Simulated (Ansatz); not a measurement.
**A series of single points on SnSe₂**

System: SnSe₂ (P-3m1, 3 atoms in the cell).
Method: Kohn-Sham DFT of a periodic cell, LDA, spin-orbit coupling, Ansatz PAW, no spin polarisation (Ansatz 0.2.0).

The 7 runs differ only in the geometry, by an even scaling of the cell at fixed fractional positions. The structure derives from an entry of the Crystallography Open Database.

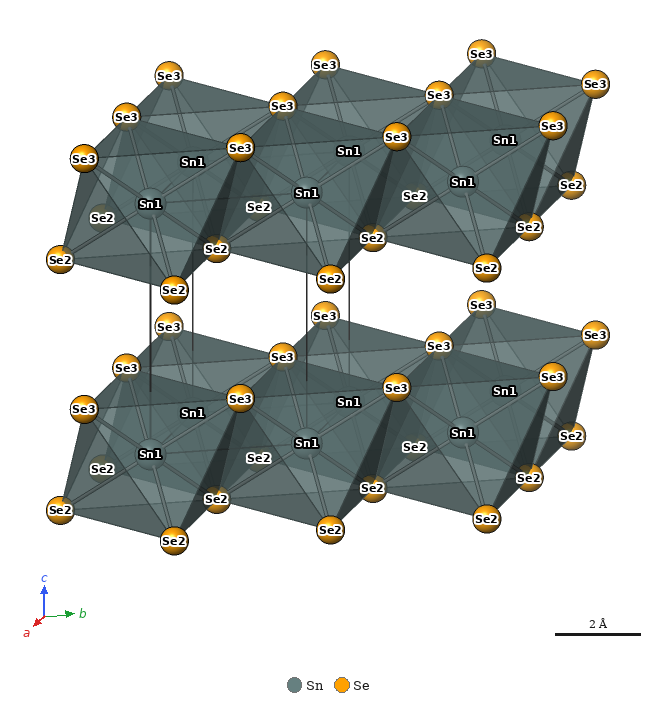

Figure 1. The structure of run 4 (polyhedral view of the cell of the calculation, repeated 1 × 2 × 1, seen slightly off an axis; polyhedra are completed across the faces of the cell; atoms are numbered from 1 in the order of the input).

### Input of run 4
```yaml
crystal:
  lattice:
    - [3.811, 0.0, 0.0]
    - [-1.9055, 3.3004228138, 0.0]
    - [0.0, 0.0, 6.136]
  atoms:
    - { symbol: Sn, position: [0.0, 0.0, 0.0] }
    - { symbol: Se, position: [0.6666666667, 0.3333333333, 0.751] }
    - { symbol: Se, position: [0.3333333333, 0.6666666667, 0.249] }
hamiltonian:
  xc: lda
  pseudopotentials: { kind: paw_fr }
magnetization:
  noncollinear: true
  spin_orbit: true
kpoints:
  mp_grid: { grid: [8, 8, 5] }
scf:
  occupations: { method: fermi_dirac, width: 0.05 }
output:
  forces: true
  stress: true
  eigenvalues: true
```

Command:
```bash
ansatz run input.yaml --threads 2 --pin off --max-ram 5120MiB --backend cpu --events-out ev --progress --plain --runs-dir out
```

Run 5 differs from it as follows:
```diff
-    - [3.811, 0.0, 0.0]
-    - [-1.9055, 3.3004228138, 0.0]
-    - [0.0, 0.0, 6.136]
+    - [3.8362391461, 0.0, 0.0]
+    - [-1.9181195731, 3.3222805555, 0.0]
+    - [0.0, 0.0, 6.1766369459]
```

### Results, with one run withheld

```tsv
run	volume per atom (Å³)	free energy per atom, from the lowest run given (meV)	pressure (GPa)	gap on the mesh (eV)
1	24.182	31.60	6.02	0.70
2	24.697	15.41	4.09	0.67
3	25.212	5.09	2.37	0.64
4	25.726	0.00	0.83	0.62
5	26.241	?	?	?
6	26.755	3.33	−1.77	0.57
7	27.270	10.80	−2.86	0.54
```

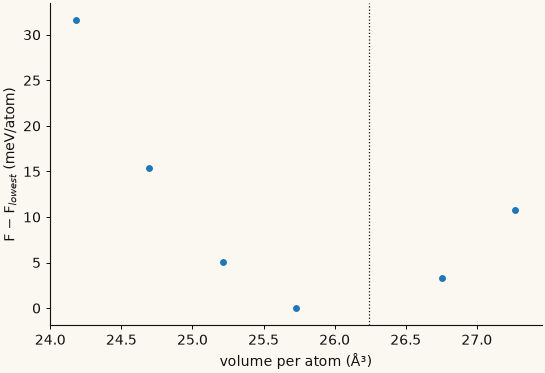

Figure 2. Free energy per atom of the runs given; the dotted line marks run 5.

Estimate the energy of run 5 from the others.

A cubic polynomial in V^(−2/3) (the Birch–Murnaghan form), fitted to the 6 runs given, misses them by at most 0.01 meV per atom. With x = V^(−2/3) − 0.11512 Å⁻², it reads F = 0.7848 + 2468.2 x + 9.8003e+05 x² + 3.0597e+06 x³ (meV per atom). At run 5 it gives −0.42 meV per atom, and the run itself gives −0.42. The slope of the fit gives a pressure −dF/dV of −0.54 GPa there, and the run prints −0.54 GPa. The fit has its minimum at 26.030 Å³ per atom, where V d²F/dV² gives 68.7 GPa. Cell shape and fractional positions are held, so this is the stiffness under even scaling; the relaxed bulk modulus wasn't computed and can be far lower in a crystal of layers, chains or molecules like this one. The gap on the mesh goes, without turning, from 0.70 eV in run 1 to 0.54 eV in run 7; run 5 has 0.59 eV. These are gaps of this functional on this mesh, which can miss the band edges; they aren't the measured gap.

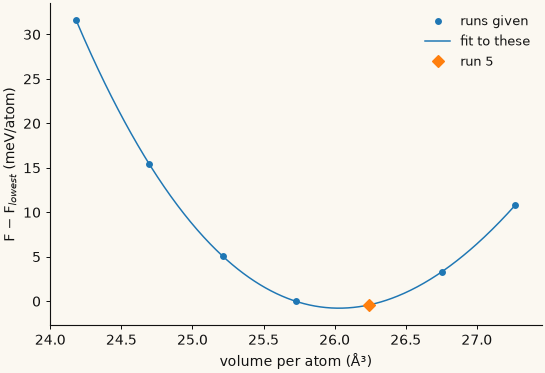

Figure 3. The fit and the withheld run.

### Output, shortened to warnings, some set-up lines, iterations and results (run 5)
```
Basis set: ecut = 420 eV, 1545 PW (Γ)
Symmetry: 12 space group operations + 12 with time reversal
k-points: 40 of 320
Initial density: superposition of atomic densities (chi_scale 0.1, normalization cell, long waves kept (reshape's long-wave potential 0.09 eV rms))
[...]
SCF iter   1: F=—  HF=-16649.799319 eV  |F-HF|=—  |Δ(HF+E_count)|=         —  Δρ=3.16e-2  dr2=1.53e0  dr2_m=0.00e0 (ungated)  ethr=3.10e-3  |M|=0.00e0 ∫|m|=0.00e0 μB  …
SCF iter   2: F=—  HF=-16649.543737 eV  |F-HF|=—  |Δ(HF+E_count)|=   2.56e-1  Δρ=2.19e-2  dr2=6.10e-1  dr2_m=0.00e0 (ungated)  ethr=3.10e-3  |M|=0.00e0 ∫|m|=0.00e0 μB  …
SCF iter   3: F=—  HF=-16649.361007 eV  |F-HF|=—  |Δ(HF+E_count)|=   1.83e-1  Δρ=4.66e-3  dr2=1.34e-2  dr2_m=0.00e0 (ungated)  ethr=1.33e-3  |M|=0.00e0 ∫|m|=0.00e0 μB  …
SCF iter   4: F=—  HF=-16649.357208 eV  |F-HF|=—  |Δ(HF+E_count)|=   3.80e-3  Δρ=1.01e-3  dr2=1.03e-3  dr2_m=0.00e0 (ungated)  ethr=2.90e-5  |M|=0.00e0 ∫|m|=0.00e0 μB  …
SCF iter   5: F=—  HF=-16649.357185 eV  |F-HF|=—  |Δ(HF+E_count)|=   2.33e-5  Δρ=3.91e-4  dr2=1.30e-4  dr2_m=0.00e0 (ungated)  ethr=2.25e-6  |M|=0.00e0 ∫|m|=0.00e0 μB  …
SCF iter   6: F=—  HF=-16649.357232 eV  |F-HF|=—  |Δ(HF+E_count)|=   4.66e-5  Δρ=9.62e-5  dr2=8.59e-6  dr2_m=0.00e0 (ungated)  ethr=2.82e-7  |M|=0.00e0 ∫|m|=0.00e0 μB  …
SCF iter   7: F=—  HF=-16649.357227 eV  |F-HF|=—  |Δ(HF+E_count)|=   4.78e-6  Δρ=3.41e-5  dr2=1.03e-6  dr2_m=0.00e0 (ungated)  ethr=1.87e-8  |M|=0.00e0 ∫|m|=0.00e0 μB  …
SCF iter   8: F=-16649.357228 eV  HF=-16649.357228 eV  |F-HF|=2.23e-8  |Δ(HF+E_count)|=   7.50e-7  Δρ=7.58e-6  dr2=9.09e-8  dr2_m=0.00e0 (ungated)  ethr=2.17e-10  |M|=0.00e0 …
SCF 1 converged in 8 iterations: F = -16649.357228 eV  dr2 = 9.09e-8
SCF converged after 8 iterations
Magnetization: |M| = 0.0000 μB,  M = (+0.0000, +0.0000, +0.0000) μB
Absolute magnetization: 0.0000 μB (∫|m|)
  site 0: m = (+0.0000, +0.0000, +0.0000) μB, |m| = 0.0000 μB  (R = 1.11 Å)
  site 1: m = (+0.0000, +0.0000, +0.0000) μB, |m| = 0.0000 μB  (R = 1.11 Å)
  site 2: m = (+0.0000, +0.0000, +0.0000) μB, |m| = 0.0000 μB  (R = 1.11 Å)
Free energy (F): -16649.357228 eV
Harris-Foulkes:  -16649.357228 eV  (|F-HF|=2.23e-8)
Internal energy: -16649.357111 eV  (E = F + TS)
E sigma→0 (E₀):  -16649.357170 eV
Entropy (-TS):   -0.000117 eV (-0.039 meV/atom)
Fermi energy:    7.908823 eV
--- Per-component energies (eV) ---
  E_band       = -886.374622
  E_kinetic    = 427.884596
  E_local      = -6173.434369  (includes V_loc(G=0)·N_el)
  E_nonlocal   = -1204.294736
  E_hartree    = 3146.992299
  E_xc         = -585.486649
  E_vxc        = -294.820000  (∫ρ·V_xc dr)
  E_paw        = -7656.230607  (= ΣΔE_a)
  E_vpaw       = 64.313743  (= ΣTr[D̂ρ^β])
  E_aug_tail   = -0.001265  (compensation charges beyond the density's cutoff)
  E_ewald      = -4609.666142
  E_core_change = 4.879761  (= ΣΔE_core)
  E_smearing   = -0.000117  (= −TS)
  E_closure    = 0.000000  (closes the sum)
  Σ components = -16649.357228   (vs F -16649.357228, Δ=0.00e0)
--- Forces (eV/Å), atoms counted from 1 ---
  atom   1  Sn     0.00000000     0.00000000     0.00000000
  atom   2  Se    -0.00000000    -0.00000000    -0.29535721
  atom   3  Se     0.00000000     0.00000000     0.29535721
  max |Σ_I F_I| component: 9.25e-18 eV/Å
--- Stress (GPa, compression-positive) ---
       -1.098501       0.000000      -0.000000
       -0.000000      -1.098501       0.000000
       -0.000000       0.000000       0.565261
  P = ⅓ Tr σ = -0.5439 GPa (-5.439 kbar)
```
